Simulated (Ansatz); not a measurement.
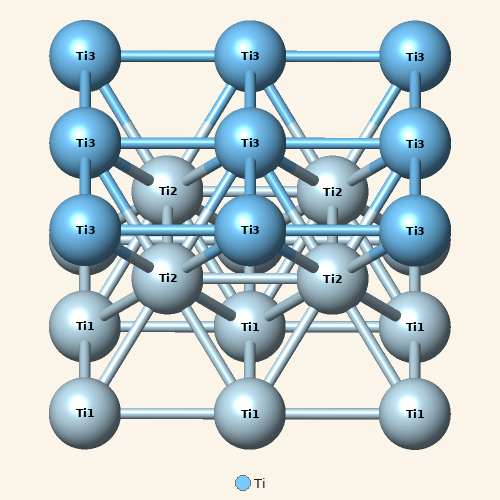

The system is H on a Ti(100) slab cut from the Fm-3m phase, its upper half relaxed before the scan (3 atoms of substrate and one adsorbate in a 1 × 1 cell); the picture shows it without the atoms that are moved over the map. H is moved over the surface cell; relaxed at each place: the height of the adsorbate's atoms; substrate rigid; the origin of the map has the adsorbate above Ti3. Places are given modulo a cell vector. The map is drawn in real space over the plane of the surface. The scan uses a 6 × 6 grid; 10 points were computed and 26 follow by symmetry. All energies are given in eV relative to the lowest grid point. With one adsorbate in each 1 × 1 cell, its nearest image is 2.9 Å away, so neighbouring adsorbates interact. Theory: DFT PBE, scalar-relativistic, plane waves, PAW (Ansatz). Settings: cutoff 420 eV, k-mesh 9×9×1, gaussian smearing 0.1 eV, no spin polarisation.

Range: position of H4 along the first surface vector from 0.000 to 0.833; position of H4 along the second surface vector from 0.000 to 0.833.

Predict the map.

Answer. The lowest grid point is at a fourfold hollow over a second-layer Ti atom, (3/6, 3/6) of the cell vectors. No other kind of well shows on this grid. The highest grid point, the top site over a surface Ti atom, (0/6, 0/6) of the cell vectors, lies 1.43 eV above the lowest. On the interpolated surface the easiest way out of the lowest well to its copy in the next cell or period passes a barrier of about 0.49 eV. At the lowest point the adsorbate has 5 Ti at 2.07 Å as nearest neighbours, at the highest 1 Ti at 1.74 Å. Its relaxed height above the top atom is 0.19 Å at the lowest and 1.74 Å at the highest point.

```tsv
second ↓, first →	0/6	1/6	2/6	3/6	4/6	5/6
5/6	1.25	1.10	0.73	0.42	0.73	1.10
4/6	0.83	0.73	0.50	0.26	0.50	0.73
3/6	0.49	0.42	0.26	0.00	0.26	0.42
2/6	0.83	0.73	0.50	0.26	0.50	0.73
1/6	1.25	1.10	0.73	0.42	0.73	1.10
0/6	1.43	1.25	0.83	0.49	0.83	1.25
```

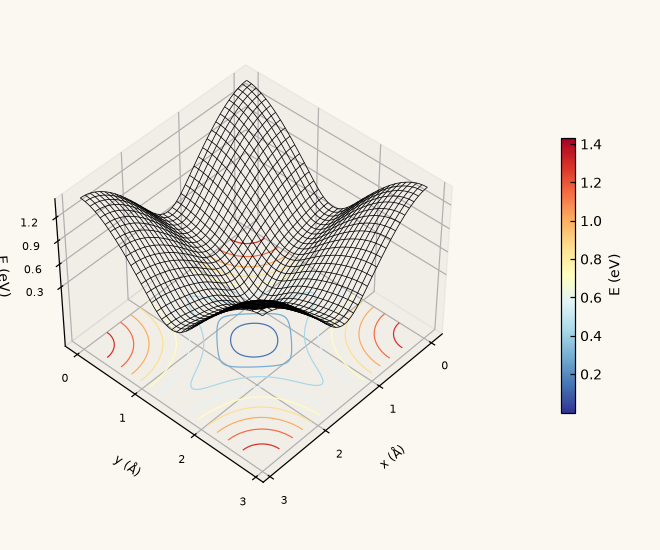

Drawn: a relief with its contours projected below, any walls above the top of the colour scale cut off. Between grid points the surface is interpolated.

Each point was launched as `ansatz run input.yaml --threads 1 --pin off --max-ram 3072MiB --backend cpu --events-out ev --progress --plain --runs-dir out`. The whole map (10 points run) took 3.2 min on 1 thread of Intel(R) Xeon(R) Platinum 8488C (Sapphire Rapids), with other jobs on the host.

PAW datasets: the set soft_1.
